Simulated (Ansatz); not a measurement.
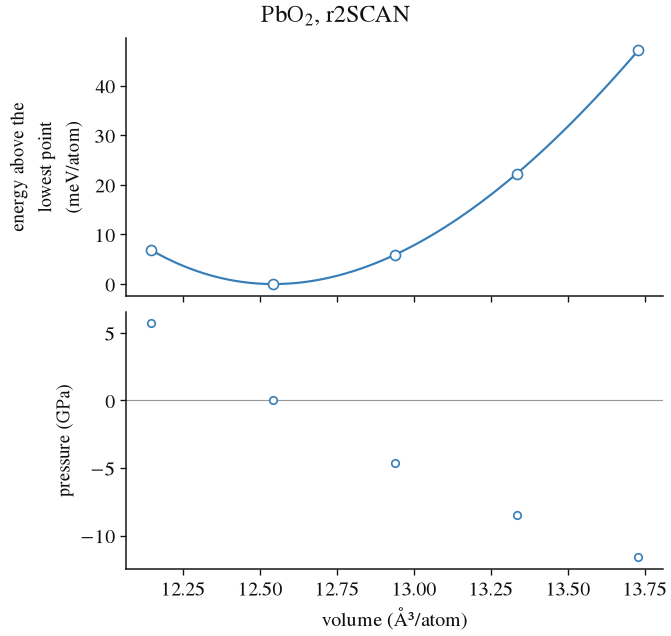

The plot gives the computed energy above the lowest point and pressure against volume for PbO₂, space group Fm-3m (No. 225) (one of a set of cubic test structures, which need not be the stable phase).

Method: equation of state of a cubic crystal from periodic Kohn-Sham density functional theory without spin, third-order Birch-Murnaghan fit to the free energies; pressure corrected for the finite basis (Ansatz 0.2.0 development build). Level: r2SCAN, no spin-orbit coupling.

structure type fluorite; atoms in cell 3; space group number 225; lattice centring face-centred primitive; k mesh 11×11×11; occupation method Fermi–Dirac; occupation width 0.1 eV; wave cutoff 700 eV; datasets hard PAW; density tolerance 1e−09 eV; bands 21; density cutoff ratio 4; search for lower states default; xc grid level 2.

What equilibrium volume and bulk modulus follow from the curve?

Answer. A third-order Birch–Murnaghan fit gives V0 = 12.54 Å³/atom, B0 = 163 GPa and B′ = 5.3.

Read off the course of the pressure.

Answer. It falls from 5.7 GPa at volume 12.15 Å³/atom to −11.6 GPa at 13.73 Å³/atom, and changes sign near 12.54 Å³/atom.

Caveats: cubic model structure, not the ambient form; no spin-orbit coupling with 6p elements; pseudopotentials made with PBE, not this functional.

The computed values:

| volume (Å³/atom) | energy above the lowest point (meV/atom) | pressure (GPa) |
| --- | --- | --- |
| 12.15 | 6.9 | 5.7 |
| 12.54 | 0.0 | 0.0 |
| 12.94 | 5.9 | −4.6 |
| 13.33 | 22.2 | −8.5 |
| 13.73 | 47.2 | −11.6 |
